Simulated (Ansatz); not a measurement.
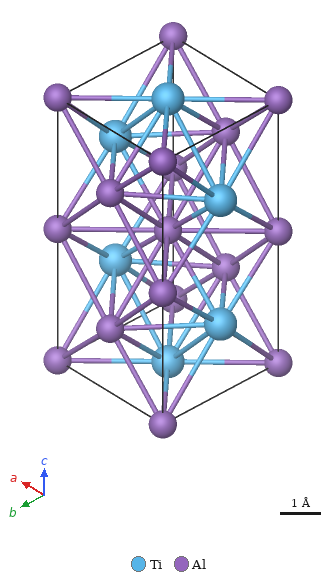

Lattice vibrations of crystalline Ti$_{3}$Al$_{5}$, space group Pmmm (No. 47), at the zone centre. The picture is a ball-and-stick view of the cell of the calculation, seen from a free direction.

The calculation used DFT LDA, scalar-relativistic, plane waves, PAW in Ansatz 0.2.0.

Input file:
```yaml
crystal:
  lattice:
    - [3.8521241995, 0.0, 0.0]
    - [0.0, 3.9557884039, 0.0]
    - [0.0, 0.0, 7.9889717528]
  atoms:
    - { symbol: Ti, position: [0.0, 0.5, 0.2646126191] }
    - { symbol: Ti, position: [0.0, 0.5, 0.7353873809] }
    - { symbol: Ti, position: [0.5, 0.5, 0.0] }
    - { symbol: Al, position: [0.0, 0.0, 0.0] }
    - { symbol: Al, position: [0.0, 0.0, 0.5] }
    - { symbol: Al, position: [0.5, 0.5, 0.5] }
    - { symbol: Al, position: [0.5, 0.0, 0.2418838216] }
    - { symbol: Al, position: [0.5, 0.0, 0.7581161784] }
basis:
  ecutwfc: 420
kpoints:
  mp_grid: { grid: [10, 10, 6] }
hamiltonian:
  xc: lda
scf:
  occupations: { method: fermi_dirac, width: 0.15 }
output:
  eigenvalues: true
phonons:
  method: dfpt
  eigenvectors: true
```

Run as
```bash
ansatz run input.yaml --threads 4 --pin off --max-ram 12288MiB --backend cpu --events-out ev --progress --plain --runs-dir out
```

The frequencies depend somewhat on the k-mesh and the smearing.

**Give the spectrum at this point.**

The calculation's cell holds 8 atoms, so there are 21 optical modes, in 21 levels. The optical modes span 5B₃u + 2B₂g + 2B₃g + 5B₂u + 2A_g + 5B₁u. No level is unstable.

| level | symmetry | frequency (cm⁻¹) | activity |
| --- | --- | --- | --- |
| 1 | B₃u | 183 | infrared-active |
| 2 | B₂g | 189 | Raman-active |
| 3 | B₃g | 194 | Raman-active |
| 4 | B₂u | 195 | infrared-active |
| 5 | A_g | 236 | Raman-active |
| 6 | B₁u | 239 | infrared-active |
| 7 | B₁u | 253 | infrared-active |
| 8 | B₃u | 270 | infrared-active |
| 9 | B₂u | 275 | infrared-active |
| 10 | A_g | 278 | Raman-active |
| 11 | B₃u | 285 | infrared-active |
| 12 | B₁u | 291 | infrared-active |
| 13 | B₁u | 293 | infrared-active |
| 14 | B₂u | 305 | infrared-active |
| 15 | B₂g | 318 | Raman-active |
| 16 | B₃g | 325 | Raman-active |
| 17 | B₂u | 330 | infrared-active |
| 18 | B₃u | 335 | infrared-active |
| 19 | B₁u | 340 | infrared-active |
| 20 | B₂u | 354 | infrared-active |
| 21 | B₃u | 363 | infrared-active |

The crystal is a metal, so free carriers screen the infrared response.

The modes drawn as arrows, 6 of the levels:

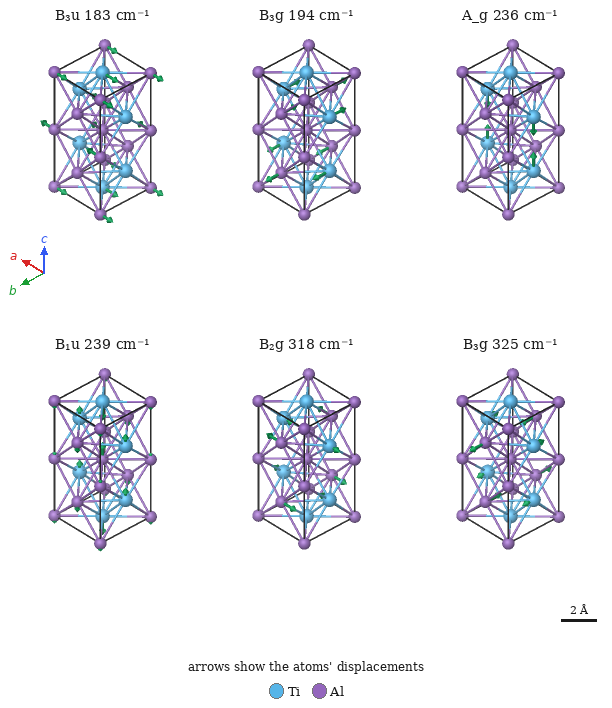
